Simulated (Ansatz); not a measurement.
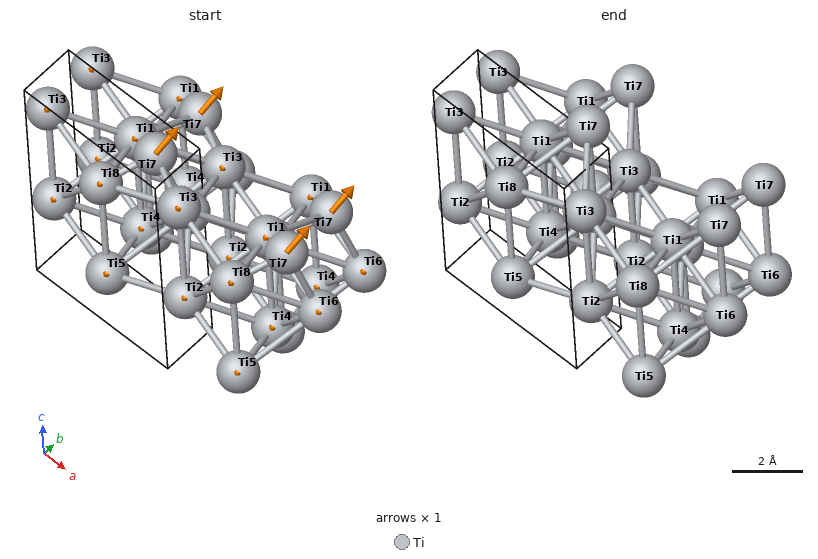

The structure of a crystal of Ti (set up in P1) before (left) and after (right) a relaxation, at one scale. The orange arrows give the displacements, at their true length.

Style: ball-and-stick. Shown: the cell of the calculation, reduced to other axes, repeated 2 × 2 × 1 with one cell outlined, slightly off an axis. Lengths and directions refer to the drawn axes.

These are results of DFT PBE, scalar-relativistic, plane waves, PAW (Ansatz 0.2.0), not measurements.

Input
```yaml
crystal:
  lattice:
    - [-1.4692290306, -2.544779329, 4.6506340145]
    - [-1.4692290306, -2.544779329, -4.6506340145]
    - [5.8769161224, 0.0, 0.0]
  atoms:
    - { symbol: Ti, position: [0.2989293497, 0.0408803582, 0.8595088715] }
    - { symbol: Ti, position: [0.2989293497, 0.0408803582, 0.3595088715] }
    - { symbol: Ti, position: [0.7989293497, 0.5408803582, 0.8595088715] }
    - { symbol: Ti, position: [0.7989293497, 0.5408803582, 0.3595088715] }
    - { symbol: Ti, position: [0.7155960164, 0.9575470249, 0.1928422049] }
    - { symbol: Ti, position: [0.7155960164, 0.9575470249, 0.6928422049] }
    - { symbol: Ti, position: [0.1574945518, 0.4638374923, -0.0165621008] }
    - { symbol: Ti, position: [0.2155960164, 0.4575470249, 0.6928422049] }
basis:
  ecutwfc: 420
kpoints:
  mp_grid: { grid: [8, 8, 8] }
hamiltonian:
  xc: pbe
scf:
  occupations: { method: gaussian, width: 0.15 }
output:
  forces: true
  stress: true
  eigenvalues: true
relax:
  adjacent_minimum: "off"
  f_tol: 0.01
  max_steps: 80
  cell: { stress_tol: 0.1 }
```

Launched with:
```bash
ansatz run input.yaml --threads 2 --pin off --max-ram 5120MiB --backend cpu --events-out ev --progress --plain --runs-dir out
```

Describe what moved and what it gained.

Answer. The run was cut off at its time limit before the relaxation converged, so the last structure is only a point on the way. Ti7 moves most relative to the cell: 1.04 Å along [2 3 3]. The drawn cell changes as follows: a 5.501 → 5.500 Å (0.0 %), b 5.501 → 5.502 Å (0.0 %), c 5.877 → 5.884 Å (+0.1 %); the volume changes by +0.1 %. Among the contacts that change: Ti7–Ti8 4.106 → 2.943 Å, Ti7–Ti8 (another image) 1.814 → 2.939 Å, Ti2–Ti7 3.780 → 2.886 Å, Ti1–Ti7 3.260 → 4.109 Å. New bonds form, among them: Ti2–Ti7 (3.78 → 2.89 Å), Ti5–Ti7 (3.58 → 2.94 Å), Ti6–Ti7 (3.76 → 2.95 Å), Ti7–Ti8 (4.11 → 2.94 Å). Within 0.06 Å the space group is P1 at the start and P6_3/mmc at the end; at a tighter tolerance small leftover displacements or strains of the cell lower it. After 7 geometry steps the energy has fallen by 4.178 eV per cell of the calculation. Largest force component: 7.8 eV/Å at the start, 0.054 eV/Å at the end. The pressure goes from 6.67 to −0.08 GPa.
